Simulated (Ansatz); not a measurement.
# La₂O₃: single-point calculation

La₂O₃ (30 atoms in the cell), computed with DFT PBE, scalar-relativistic, plane waves, PAW, no spin polarisation (Ansatz 0.2.0).

The structure derives from an entry of the Crystallography Open Database. It belongs to a series of runs on one base structure; here: the perfect crystal in a cell of 30 atoms. Figures and captions count atoms from 1; the log counts them from 0 in places.

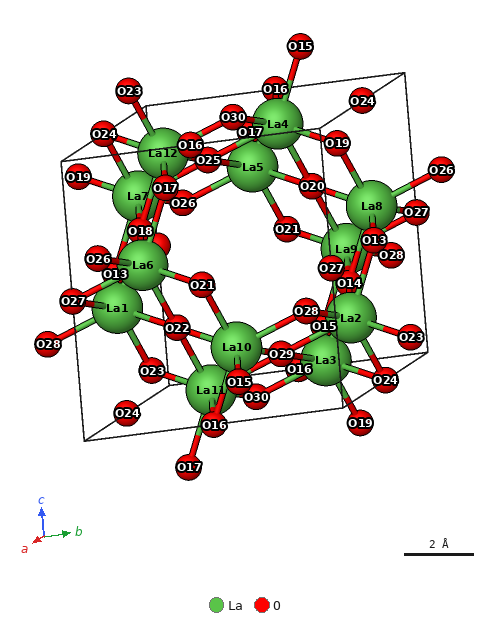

*The structure (ball-and-stick view of the cell of the calculation, seen slightly off an axis; bonded neighbours outside the cell are drawn too; atoms are numbered from 1 in the order of the input).*

Near neighbours in the crystal (not all of them lie inside the picture): La has 6 O at 2.47 Å; O has 4 La at 2.47 Å.

**Results in brief**

| quantity | value |
| --- | --- |
| outcome | converged |
| space group (tolerance 0.01 Å) | P6/mmm (191) |
| electrons treated | 240 |
| free energy | −85266.1318 eV |
| Fermi energy | 6.608 eV |
| gap on the k-point mesh | 2.39 eV |
| pressure | 0.01 GPa |
| largest force (length of the vector) | under 0.001 eV/Å |
| hardware | 8 threads of Arm Neoverse V1, 24 GiB of memory available, shared host |
| wall time | 5.7 s (CPU time 42 s) |
| peak memory | 1.5 GiB |

**Notes**

Notes on the run: the structure was made exactly symmetric.

**Input**
```yaml
crystal:
  lattice:
    - [-6.3714838384, 4.7e-09, -6.5735157773]
    - [3.1857419233, 5.5178668615, -6.5735157773]
    - [3.1857419152, -5.5178668662, -6.5735157773]
  atoms:
    - { symbol: La, position: [0.7500028329, 0.0833361662, 0.4166694996] }
    - { symbol: La, position: [0.5833361662, 0.9166694996, 0.2500028329] }
    - { symbol: La, position: [0.4166694996, 0.7500028329, 0.0833361662] }
    - { symbol: La, position: [0.2500028329, 0.5833361662, 0.9166694996] }
    - { symbol: La, position: [0.0833361662, 0.4166694996, 0.7500028329] }
    - { symbol: La, position: [0.9166694996, 0.2500028329, 0.5833361662] }
    - { symbol: La, position: [0.4166638338, 0.0833305004, 0.7499971671] }
    - { symbol: La, position: [0.2499971671, 0.9166638338, 0.5833305004] }
    - { symbol: La, position: [0.0833305004, 0.7499971671, 0.4166638338] }
    - { symbol: La, position: [0.9166638338, 0.5833305004, 0.2499971671] }
    - { symbol: La, position: [0.7499971671, 0.4166638338, 0.0833305004] }
    - { symbol: La, position: [0.5833305004, 0.2499971671, 0.9166638338] }
    - { symbol: O, position: [0.5000077614, 0.9999844772, 0.5000077614] }
    - { symbol: O, position: [0.3333410947, 0.8333178106, 0.3333410947] }
    - { symbol: O, position: [0.166674428, 0.6666511439, 0.166674428] }
    - { symbol: O, position: [7.7614e-06, 0.4999844772, 7.7614e-06] }
    - { symbol: O, position: [0.8333410947, 0.3333178106, 0.8333410947] }
    - { symbol: O, position: [0.666674428, 0.1666511439, 0.666674428] }
    - { symbol: O, position: [0.3333178106, 0.8333410947, 0.8333410947] }
    - { symbol: O, position: [0.1666511439, 0.666674428, 0.666674428] }
    - { symbol: O, position: [0.9999844772, 0.5000077614, 0.5000077614] }
    - { symbol: O, position: [0.8333178106, 0.3333410947, 0.3333410947] }
    - { symbol: O, position: [0.6666511439, 0.166674428, 0.166674428] }
    - { symbol: O, position: [0.4999844772, 7.7614e-06, 7.7614e-06] }
    - { symbol: O, position: [0.3333410947, 0.3333410947, 0.8333178106] }
    - { symbol: O, position: [0.166674428, 0.166674428, 0.6666511439] }
    - { symbol: O, position: [7.7614e-06, 7.7614e-06, 0.4999844772] }
    - { symbol: O, position: [0.8333410947, 0.8333410947, 0.3333178106] }
    - { symbol: O, position: [0.666674428, 0.666674428, 0.1666511439] }
    - { symbol: O, position: [0.5000077614, 0.5000077614, 0.9999844772] }
basis:
  ecutwfc: 420
  xc_grid: 2
kpoints:
  mp_grid: { grid: [2, 2, 2], shift: [0.5, 0.5, 0.5] }
hamiltonian:
  xc: pbe
scf:
  occupations: { method: gaussian, width: 0.02 }
output:
  forces: true
  stress: true
  eigenvalues: true
```

Run as:
```bash
ansatz run input.yaml --threads 8 --pin off --max-ram 14336MiB --backend cpu --events-out ev --progress --plain --runs-dir out
```

**Log**
```
Warning: the atoms were moved onto the symmetric positions of the space group found under crystal.symmetry.tolerance 1.0e-5 (fractional; no operation is sought that the atoms, as they stand in a round, miss by more than twice it, and no atom is moved by as much as it), and the run uses the moved positions. Before a round's move an operation carried an atom to 1.12e-4 Å from where it should land, the largest such distance. Atom 0 (counting from 0) moved farthest, by 5.59e-5 Å; the longest move in fractions of the cell, of whichever atom, is 0.49 of the tolerance, in 1 round. To run the atoms as typed, lower crystal.symmetry.tolerance until the operations that they miss are no longer found, or set crystal.symmetry.detect: false (a key that needs symmetry detection or time reversal refuses this as the deck is read). The positions used, in the order of the run's atom list: position: [0.75, 0.08333333333333336, 0.41666666666666663]; position: [0.5833333333333334, 0.9166666666666666, 0.25]; position: [0.41666666666666663, 0.75, 0.08333333333333336]; position: [0.25, 0.5833333333333334, 0.9166666666666666]; position: [0.08333333333333336, 0.41666666666666663, 0.75]; position: [0.9166666666666666, 0.25, 0.5833333333333334]; position: [0.4166666666666667, 0.08333333333333336, 0.75]; position: [0.25, 0.9166666666666666, 0.5833333333333334]; position: [0.08333333333333336, 0.75, 0.4166666666666667]; position: [0.9166666666666666, 0.5833333333333334, 0.25]; position: [0.75, 0.4166666666666667, 0.08333333333333336]; position: [0.5833333333333334, 0.25, 0.9166666666666666]; position: [0.5000077613666667, 0.9999844772333333, 0.5000077613666667]; position: [0.3333410947, 0.8333178105666667, 0.3333410947]; position: [0.1666744280333333, 0.6666511439, 0.1666744280333333]; position: [7.761366666684307e-6, 0.4999844772333333, 7.761366666684307e-6]; position: [0.8333410947, 0.3333178105666667, 0.8333410947]; position: [0.6666744280333333, 0.1666511439, 0.6666744280333333]; position: [0.3333178105666667, 0.8333410947, 0.8333410947]; position: [0.1666511439, 0.6666744280333333, 0.6666744280333333]; position: [0.9999844772333333, 0.5000077613666667, 0.5000077613666667]; position: [0.8333178105666667, 0.3333410947, 0.3333410947]; position: [0.6666511439, 0.1666744280333333, 0.1666744280333333]; position: [0.4999844772333333, 7.761366666684307e-6, 7.761366666684307e-6]; position: [0.3333410947, 0.3333410947, 0.8333178105666667]; position: [0.1666744280333333, 0.1666744280333333, 0.6666511439]; position: [7.761366666684307e-6, 7.761366666684307e-6, 0.4999844772333333]; position: [0.8333410947, 0.8333410947, 0.3333178105666667]; position: [0.6666744280333333, 0.6666744280333333, 0.1666511439]; position: [0.5000077613666667, 0.5000077613666667, 0.9999844772333333]; The lattice was moved too: crystal.lattice keeps the space group found at crystal.symmetry.tolerance 1.0e-5 only nearly: the operation that it misses by the most changes a squared length by the fraction 1.72e-11. The run uses the lattice that is a stretch of the typed one, with no rotation, onto the one that keeps every operation to a double's rounding (on a very oblique basis the stretch itself rounds by more); the deck's lattice vector that moved farthest moved by 3.97e-11 Å. To run the lattice as typed, set crystal.symmetry.detect: false, as for the atoms. crystal.lattice made exact, in Å and degrees: [[-6.371483838396314, 4.688268615173824e-9, -6.573515777316154], [3.1857419232833166, 5.517866861523492, -6.573515777291923], [3.185741915162997, -5.517866866211761, -6.573515777291923]]. Pasted over the deck's crystal.lattice, beside positions in fractional coordinates, it runs the same cell (given as lengths and angles, that cell in the form's own orientation, a rigid turn of the misfit's size from the one run here, for which a checkpoint.post_process_only pass over this run's state can be refused: where this run relaxes nothing, give such a pass this deck's own crystal.lattice, as typed; behind a relaxation, as crystal.lattice, the state's own cell, identity.cell in its checkpoint.json), and a matrix so pasted ends this notice, except on a very skew basis of the lattice, where the rounding of the pasted numbers themselves can read as a misfit: the cell is then moved again, and that move is told again. The lattice as run is in this notice's lattice.as_run_ang field (Run.prep()["deck_notices"] in Python, the deck_notice line of an events file, deck_notices of ansatz run --dry-run=json, or deck_notices in record.json in the deck's checkpoint.write directory).
Warning: at least one further symmetry operation maps every atom of the structure, as the run holds it, onto an atom to within 3.80e-5 (fractional), and is not used: no operation is sought that the atoms, as the run holds them, miss by more than 2.00e-5, twice crystal.symmetry.tolerance (1.0e-5). The run uses 36 unitary operations. The run imposes no operation that its atoms and lattice do not hold. Figures that only the operations left out would make equal are not made equal, and some can differ by far more than the structure misses those operations by: interpolated phonon frequencies and what the tetrahedron methods give by atom among them (crystal.symmetry.tolerance lists what is known). If the more symmetric structure is meant (of a frozen-density pass: in the run whose state it reads), write the positions to more decimals or symmetrise them. If the atoms are displaced on purpose, the operation is rightly left out
Engine: ansatz 0.2.0, aarch64-unknown-linux-gnu
Pseudopotentials: kind: paw
Pseudopotential: La, paw, valence charge 11, recommended cutoff 420 eV (normal), La.paw.azcp
Pseudopotential: O, paw, valence charge 6, recommended cutoff 420 eV (normal), O.paw.azcp
Functional definition: PBE
  parameter kappa = 0.804
  parameter beta = 0.06672455060314922
  exchange = pbe_x(kappa = kappa, mu = beta*pi^2/3)
  correlation = pbe_c(beta = beta)
Crystal: 30 atoms, lattice volume = 693.315 Å³
Basis set: ecut = 420 eV, 13539 PW (Γ), exchange–correlation on 128×128×128 points (8 copies of the dense FFT grid, shifted against one another)
Bands: 150, of which v1, the nominal top of the filled ones, is band 120 counted from 1 (119 counted from 0)
Symmetry: 36 space group operations
Space group: P-62m (ITA 189), of the structure as read, at distance tolerance 8.9e-5 Å
k-points: 2 of 8 (time reversal used)
Non-local potential: La, projectors of the file, l = 0: 3, l = 1: 2, l = 2: 2, l = 3: 3
Non-local potential: O, projectors of the file, l = 0: 2, l = 1: 2, l = 2: 1
PAW form: soft (Blöchl's): semilocal exchange-correlation on the pseudo side does not see the compensation charge
PAW one-centre angular grid: La, 590 points (default); XC on 64 Gauss nodes
PAW one-centre angular grid: O, 110 points (default); XC on 64 Gauss nodes
Initial density: superposition of atomic densities (neutral atoms: chi_scale 0, normalization atom), corrected by the library's trained network
Initial wavefunctions: pseudopotential atomic-orbital guess
Functional: x = pbe(κ = 0.804, μ = 0.2195149727645171), c = pbe(β = 0.06672455060314922)
SCF iter   1: F=—  HF=-85266.063075 eV  |F-HF|=—  |Δ(HF+E_count)|=         —  Δρ=3.43e-3  dr2=9.25e-2  ethr=1.77e-3  ⟨swp⟩=6.5  Hψ=1342  notcnv=0  defer=6
preconditioner: auto → Resta (q_TF=auto, 2.286 Å⁻¹)  ε∞=3.9  [insulator: Δε(μ)=2.413 eV  Ē_g=12.206 eV  σ=0.020 eV  W_gap=1.00  n_scr=142 (ndim 8)  ℏωp=20.7 eV  f_vac=0.260  D(μ)=0.00/eV (n_scr^D=0)  ε∞_Penn≈3.9]
SCF iter   2: F=—  HF=-85266.088301 eV  |F-HF|=—  |Δ(HF+E_count)|=   2.52e-2  Δρ=2.20e-3  dr2=3.33e-2  ethr=3.86e-5  ⟨swp⟩=4.5  Hψ=599  notcnv=0  defer=46
SCF iter   3: F=—  HF=-85266.105200 eV  |F-HF|=—  |Δ(HF+E_count)|=   1.69e-2  Δρ=1.11e-3  dr2=1.26e-2  ethr=1.39e-5  ⟨swp⟩=3.0  Hψ=384  notcnv=0  defer=24
automatic band count: iteration 3 solves 139 bands in place of 150: the levels show a gap, and the empty bands left out lie too high to hold charge; the band table lists the bands solved (type scf.n_extra_bands for more)
SCF iter   4: F=—  HF=-85266.127887 eV  |F-HF|=—  |Δ(HF+E_count)|=   2.27e-2  Δρ=2.71e-4  dr2=8.86e-4  ethr=5.24e-6  ⟨swp⟩=5.5  Hψ=532  notcnv=0  defer=24
SCF iter   5: F=—  HF=-85266.131003 eV  |F-HF|=—  |Δ(HF+E_count)|=   3.12e-3  Δρ=1.11e-4  dr2=9.84e-5  ethr=3.69e-7  ⟨swp⟩=3.5  Hψ=509  notcnv=0  defer=24
SCF iter   6: F=—  HF=-85266.131827 eV  |F-HF|=—  |Δ(HF+E_count)|=   8.24e-4  Δρ=1.72e-5  dr2=5.79e-6  ethr=4.10e-8  ⟨swp⟩=2.0  Hψ=400  notcnv=0  defer=24
SCF iter   7: F=—  HF=-85266.131828 eV  |F-HF|=—  |Δ(HF+E_count)|=   1.23e-6  Δρ=8.49e-6  dr2=5.55e-7  ethr=2.41e-9  ⟨swp⟩=2.5  Hψ=509  notcnv=0  defer=24
SCF iter   8: F=-85266.131828 eV  HF=-85266.131828 eV  |F-HF|=4.26e-9  |Δ(HF+E_count)|=   2.02e-8  Δρ=1.55e-6  dr2=1.16e-8  ethr=4.17e-11  ⟨swp⟩=20.5  Hψ=1512  notcnv=0
SCF 1 converged in 8 iterations: F = -85266.131828 eV  dr2 = 1.16e-8
  greatest PAW one-centre occupation: 0.972 electrons in one spin orbital (limit 2), on the La atom at site 11 (counted from 0), in its partial waves of l = 0
```

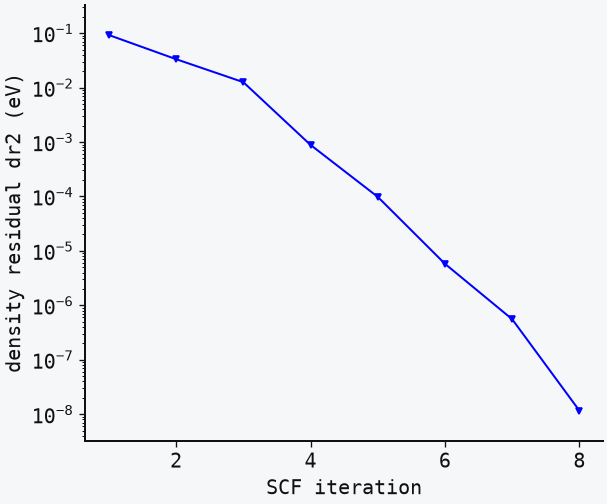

*Convergence of the self-consistent field: density residual dr2 against the SCF iteration.*

The residual falls at every step.

```
SCF converged after 8 iterations
Free energy (F): -85266.131828 eV
Harris-Foulkes:  -85266.131828 eV  (|F-HF|=4.26e-9)
Internal energy: -85266.131828 eV  (E = F + TS)
E sigma→0 (E₀):  -85266.131828 eV
Fermi energy:    6.608198 eV
--- Per-component energies (eV) ---
  E_band       = -1099.716654
  E_kinetic    = 5462.497719
  E_local      = -16889.752989  (includes V_loc(G=0)·N_el)
  E_nonlocal   = 2018.838976
  E_hartree    = 6601.542287
  E_xc         = -3015.373734
  E_vxc        = -3483.785266  (∫ρ·V_xc dr)
  E_paw        = -67845.857442  (= ΣΔE_a)
  E_vpaw       = -1410.644846  (= ΣTr[D̂ρ^β])
  E_aug_tail   = 0.043203  (compensation charges beyond the density's cutoff)
  E_ewald      = -11598.069849
  E_smearing   = -0.000000  (= −TS)
  E_closure    = 0.000000  (closes the sum)
  Σ components = -85266.131828   (vs F -85266.131828, Δ=0.00e0)
--- Forces (eV/Å), atoms counted from 1 ---
  atom   1  La    -0.00000000     0.00000000     0.00000071
  atom   2  La    -0.00000000     0.00000000     0.00000071
  atom   3  La    -0.00000000    -0.00000000     0.00000071
  atom   4  La    -0.00000000    -0.00000000     0.00000071
  atom   5  La    -0.00000000     0.00000000     0.00000071
  atom   6  La    -0.00000000    -0.00000000     0.00000071
  atom   7  La    -0.00000000     0.00000000     0.00000071
  atom   8  La    -0.00000000     0.00000000     0.00000071
  atom   9  La    -0.00000000    -0.00000000     0.00000071
  atom  10  La    -0.00000000     0.00000000     0.00000071
  atom  11  La    -0.00000000     0.00000000     0.00000071
  atom  12  La    -0.00000000     0.00000000     0.00000071
  atom  13  O      0.00009002     0.00015592    -0.00000048
  atom  14  O      0.00009002     0.00015592    -0.00000048
  atom  15  O      0.00009002     0.00015592    -0.00000048
  atom  16  O      0.00009002     0.00015592    -0.00000048
  atom  17  O      0.00009002     0.00015592    -0.00000048
  atom  18  O      0.00009002     0.00015592    -0.00000048
  atom  19  O     -0.00018004     0.00000000    -0.00000048
  atom  20  O     -0.00018004     0.00000000    -0.00000048
  atom  21  O     -0.00018004     0.00000000    -0.00000048
  atom  22  O     -0.00018004     0.00000000    -0.00000048
  atom  23  O     -0.00018004     0.00000000    -0.00000048
  atom  24  O     -0.00018004     0.00000000    -0.00000048
  atom  25  O      0.00009002    -0.00015592    -0.00000048
  atom  26  O      0.00009002    -0.00015592    -0.00000048
  atom  27  O      0.00009002    -0.00015592    -0.00000048
  atom  28  O      0.00009002    -0.00015592    -0.00000048
  atom  29  O      0.00009002    -0.00015592    -0.00000048
  atom  30  O      0.00009002    -0.00015592    -0.00000048
  max |Σ_I F_I| component: 7.18e-8 eV/Å
--- Stress (GPa, compression-positive) ---
        0.014947       0.000000       0.000000
        0.000000       0.014947       0.000000
        0.000000       0.000000      -0.002940
  P = ⅓ Tr σ = 0.0090 GPa (0.090 kbar)
--- Band table (eV) ---
  k-point 0: bands = ["-24.7565", "-24.7049", "-24.7049", "-24.5984", "-24.5984", "-24.5735", "-24.5187", "-24.5177", "-24.5177", "-24.4034", "-24.4034", "-24.3713", "-12.0007", "-11.6284", "-11.6284", "-11.6142", "-11.4769", "-11.4769", "-11.2704", "-11.2613", "-11.2613", "-11.0817", "-11.0817", "-10.9830", "-10.9830", "-10.9494", "-10.5619", "-10.5619", "-10.4664", "-10.2546", "-9.3312", "-8.6841", "-8.6315", "-8.6315", "-8.4836", "-8.4836", "-8.3522", "-8.3522", "-8.2877", "-8.2877", "-8.2375", "-8.2296", "-8.2296", "-8.0987", "-7.9923", "-7.9762", "-7.9762", "-7.8396", "-7.7675", "-7.6989", "-7.6173", "-7.6173", "-7.5580", "-7.5580", "-7.3001", "-7.2799", "-7.1705", "-7.1705", "-7.0138", "-7.0138", "-6.8687", "-6.8687", "-6.8245", "-6.8245", "-6.7032", "-6.4493", "2.9828", "2.9828", "3.1228", "3.1925", "3.2529", "3.3197", "3.3197", "3.3391", "3.3503", "3.3503", "3.4750", "3.5442", "3.5442", "3.5709", "3.6841", "3.6841", "3.6955", "3.7795", "3.7795", "3.8975", "3.9182", "3.9708", "3.9708", "4.1330", "4.1719", "4.1719", "4.1789", "4.1789", "4.2696", "4.3531", "4.3531", "4.4835", "4.4835", "4.4960", "4.4960", "4.5261", "4.5261", "4.5654", "4.5989", "4.5989", "4.6673", "4.7444", "4.7444", "4.7621", "4.8285", "4.8285", "4.9193", "4.9431", "4.9431", "5.0681", "5.0681", "5.1418", "5.3948", "5.4150", "7.8014", "8.9313", "8.9313", "9.4348", "9.4655", "9.4655", "9.5746", "9.7647", "9.7647", "9.7942", "9.7942", "9.8715", "9.9912", "10.0194", "10.0194", "10.0304", "10.0692", "10.0902", "10.0955"]
  k-point 1: bands = ["-24.7672", "-24.6967", "-24.6553", "-24.6413", "-24.6358", "-24.5704", "-24.5404", "-24.4703", "-24.4641", "-24.4498", "-24.4212", "-24.3564", "-12.0561", "-11.6750", "-11.6028", "-11.4903", "-11.4736", "-11.4080", "-11.2603", "-11.2562", "-11.1858", "-11.1773", "-11.0419", "-11.0311", "-10.9783", "-10.9408", "-10.8224", "-10.5693", "-10.4460", "-10.2525", "-8.8451", "-8.8024", "-8.7728", "-8.6539", "-8.4143", "-8.3946", "-8.3424", "-8.3106", "-8.2933", "-8.2857", "-8.2663", "-8.2203", "-8.1530", "-8.1484", "-8.0494", "-8.0390", "-8.0104", "-7.9945", "-7.9227", "-7.8784", "-7.7345", "-7.6059", "-7.4536", "-7.4288", "-7.4124", "-7.2425", "-7.0421", "-6.9875", "-6.9849", "-6.8888", "-6.8783", "-6.8781", "-6.8122", "-6.7459", "-6.7351", "-6.6539", "2.9149", "2.9593", "3.1323", "3.1966", "3.2403", "3.2754", "3.3510", "3.3989", "3.4069", "3.4224", "3.4500", "3.4915", "3.5593", "3.6557", "3.6916", "3.6950", "3.6987", "3.7155", "3.7162", "3.8458", "3.8798", "3.9133", "4.0059", "4.0541", "4.1375", "4.1681", "4.2365", "4.3034", "4.3398", "4.3605", "4.3645", "4.3781", "4.4996", "4.5096", "4.5127", "4.5214", "4.5311", "4.5560", "4.6157", "4.6407", "4.7328", "4.7406", "4.7607", "4.7636", "4.8289", "4.8710", "4.9136", "4.9608", "5.0148", "5.0548", "5.0567", "5.1486", "5.2423", "5.3196", "7.9410", "8.7522", "8.7969", "9.3438", "9.3931", "9.5779", "9.6140", "9.8318", "9.8405", "9.8638", "9.8841", "9.9407", "9.9592", "9.9616", "9.9864", "9.9913", "10.0205", "10.0438", "10.0524"]
```
